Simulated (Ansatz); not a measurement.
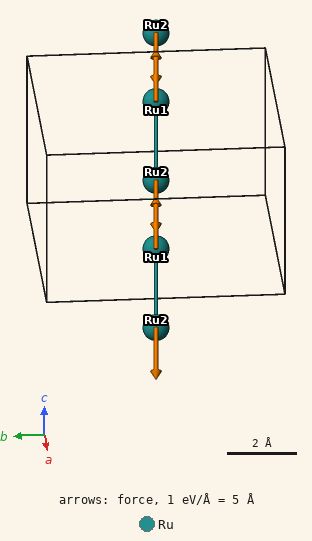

Starting geometry of a wire of composition Ru with the computed forces as orange arrows. A ball-and-stick model of the cell of the calculation, with the vacuum cut short, seen from a free direction.

Case: dimerised chain of atoms.

All numbers below come from Ansatz 0.2.0, DFT PBEsol, scalar-relativistic, plane waves, PAW.

The input:
```yaml
crystal:
  lattice:
    - [9.0, 0.0, 0.0]
    - [0.0, 9.3, 0.0]
    - [0.0, 0.0, 4.7387842422]
  atoms:
    - { symbol: Ru, position: [0.5, 0.5, 0.0], spin: 1.5 }
    - { symbol: Ru, position: [0.5, 0.5, 0.465], spin: 1.5 }
basis:
  ecutwfc: 420
kpoints:
  mp_grid: { grid: [1, 1, 14] }
hamiltonian:
  xc: pbesol
scf:
  occupations: { method: gaussian, width: 0.05 }
output:
  forces: true
  stress: true
  eigenvalues: true
  populations: true
  write_density: true
  write_potential: true
  elf: true
  volumetric_format: npy
magnetization:
  spin_polarized: true
relax:
  adjacent_minimum: "off"
  f_tol: 0.01
  max_steps: 45
  cell: { fix: [a, b, alpha, beta, gamma], stress_tol: 0.03 }
```

Launched with:
```bash
ansatz run input.yaml --threads 2 --pin off --max-ram 5120MiB --backend cpu --events-out ev --progress --plain --runs-dir out
```

What follows when this structure is relaxed?

It isn't relaxed: the largest force vector, on Ru atoms, is 0.34 eV/Å. Measured relative to the changing cell, the final displacements run against the starting forces (cosine between the two patterns −1.00). The largest moves relative to the layer's centre, 0.076 Å, are those of Ru1 and Ru2. Along the periodic axis the drawn cell goes c 4.739 → 4.355 Å (−8.1 %). Near-neighbour distances that change, for instance: Ru1–Ru2 2.535 → 2.178 Å, Ru1–Ru2 (another image) 2.204 → 2.177 Å. After 3 accepted moves (4 points after the start) the energy has fallen by 0.485 eV per cell of the calculation. The largest force component goes from 0.34 to 0.0023 eV/Å. At 1 point the geometry stayed and the basis and grid were re-selected for the new cell (energy shift of 1.6 meV per cell of the calculation at most each time).

Limits of the set-up: the k-point mesh is coarse for a cell with partly filled bands.
